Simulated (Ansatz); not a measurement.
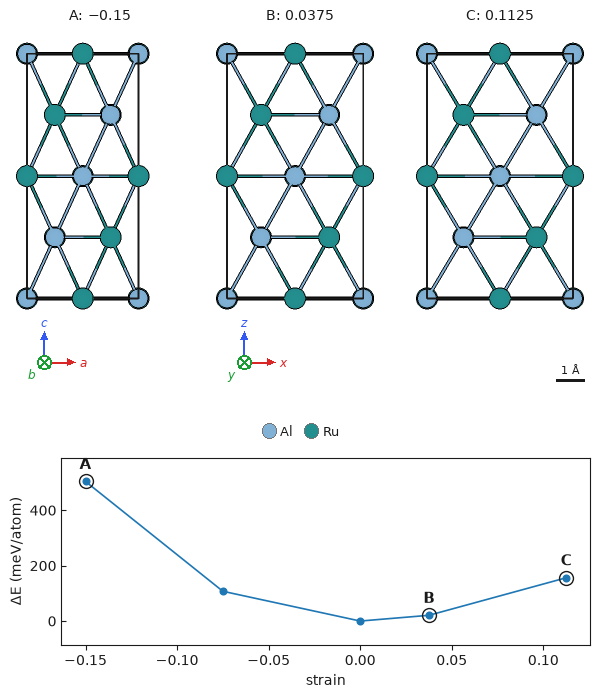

Solid Al2Ru (Fddd): the cell is strained along x alone, with the atoms kept at their fractional coordinates. x, y and z are the Cartesian axes of the input. The lettered frames are marked on the plot. Style: ball-and-stick. Shown: the conventional cell (4 times the calculation's cell), along the b axis. Lengths and directions refer to the drawn axes.

Computed with DFT PBEsol, scalar-relativistic, plane waves, PAW in Ansatz. Settings: plane-wave cutoff 420 eV; k-point mesh 10 × 10 × 10; occupations gaussian; smearing width 0.03 eV; no spin polarisation. Energies (free energies at the smearing named) are counted from the relaxed crystal.

**Describe the profile.**

The lowest computed point lies at the strain 0.00 (0 meV/atom). The end points stand at 504 meV/atom (−0.15) and 156 meV/atom (0.1125). The distortion keeps the space group Fddd. At the strain −0.15 the cell of the drawing goes a 4.701 → 3.996 Å.

The computed points:

```csv
strain,ΔE (meV/atom)
−0.1500,504
−0.0750,107
0.0000,0
0.0375,21
0.1125,156
```
